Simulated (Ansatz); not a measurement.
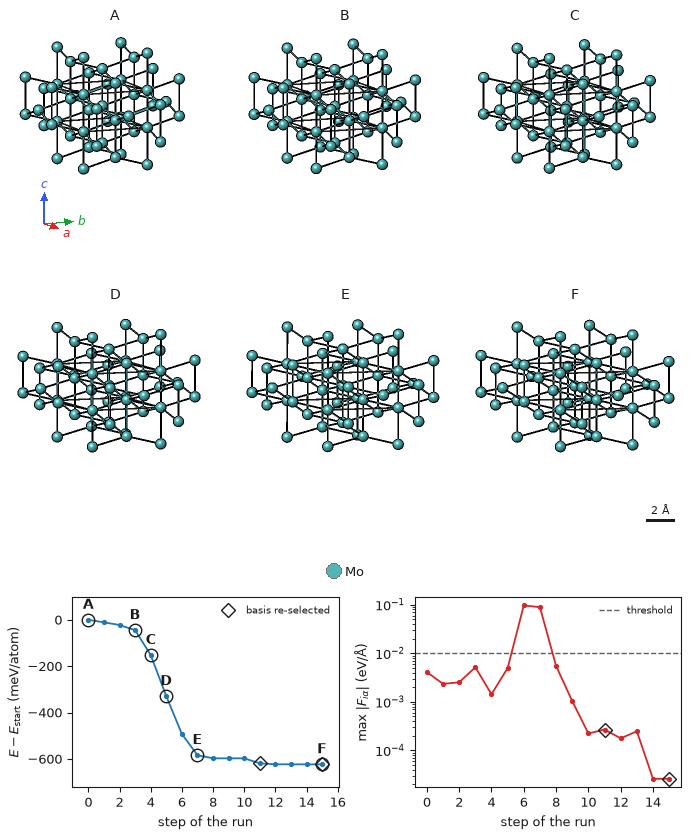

Frames of a relaxation of solid Mo (a generated structure, set up in I4_1/amd), marked on the history of the run. Style: ball-and-stick. Shown: the conventional cell (2 times the calculation's cell), slightly off an axis. Lengths and directions refer to the drawn axes.

Phase: beta-Sn type.

Computed with Ansatz 0.2.0, DFT, PBE, plane waves (420 eV) with PAW, scalar-relativistic. Settings: plane-wave cutoff 420 eV; k-point mesh 13 × 13 × 9; occupations fermi dirac; smearing width 0.1 eV; no spin polarisation; cell and atoms relaxed; force threshold 0.01 eV/Å; at most 60 steps.

**Describe the path.**

The atoms keep their places relative to the cell (all moves are under 0.005 Å). The volume changes by −1.8 %, with a = b 4.931 → 5.227 Å (+6.0 %), c 2.692 → 2.653 Å (−1.5 %), γ 90.0° → 62.5°. Near-neighbour distances that change, for instance: Mo–Mo 3.738 → 3.019 Å, Mo–Mo 2.556 → 2.696 Å, Mo–Mo 2.692 → 2.653 Å. Among the angles between lasting bonds that change: Mo–Mo–Mo 94.0° → 68.1°, Mo–Mo–Mo 94.0° → 119.6°, Mo–Mo–Mo 149.5° → 151.5°. The space group (tolerance 0.01 Å) goes from I4_1/amd (No. 141) to Fddd (No. 70). Over 13 accepted moves (15 points after the start) the energy falls by 623 meV per atom. The largest force component goes from 0.0041 to under 0.0001 eV/Å. Pressure: 7.11 GPa at the start and 0.00 GPa at the end. The SCF was repeated twice at an unchanged geometry on a basis and grid sized afresh for the cell, which shifted the energy by 21.7 meV per atom at most. From step 0 to 3: volume +2.9 %, energy −44.6 meV per atom. From step 3 to 4: volume −1.1 %, energy −107 meV per atom. From step 4 to 5: volume −1.5 %, energy −177 meV per atom. From step 5 to 7: volume −3.2 %, energy −254 meV per atom. From step 7 to 15: volume +1.2 %, energy −39.7 meV per atom.

| step | E − E(0), meV/atom | largest force component, eV/Å | pressure, GPa | volume, Å³/atom | note |
| --- | --- | --- | --- | --- | --- |
| 0 | 0.00 | 0.0041 | 7.11 | 16.367 |  |
| 1 | -10.63 | 0.0023 | -6.32 | 17.458 |  |
| 2 | -22.12 | 0.0025 | -1.16 | 16.987 |  |
| 3 | -44.60 | 0.0052 | 0.34 | 16.840 |  |
| 4 | -152.02 | 0.0014 | 1.25 | 16.650 |  |
| 5 | -329.37 | 0.0049 | 1.73 | 16.399 |  |
| 6 | -492.71 | 0.0968 | -1.77 | 16.395 |  |
| 7 | -583.64 | 0.0890 | 3.00 | 15.881 |  |
| 8 | -597.32 | 0.0055 | -0.25 | 15.987 |  |
| 9 | -597.36 | 0.0010 | 0.03 | 15.971 |  |
| 10 | -597.36 | 0.0002 | 0.00 | 15.973 |  |
| 11 | -619.08 | 0.0003 | 1.91 | 15.973 | same geometry, new basis |
| 12 | -623.02 | 0.0002 | 0.41 | 16.055 |  |
| 13 | -623.31 | 0.0002 | 0.01 | 16.077 |  |
| 14 | -623.31 | 0.0000 | 0.00 | 16.077 |  |
| 15 | -623.34 | 0.0000 | 0.00 | 16.077 | same geometry, new basis |
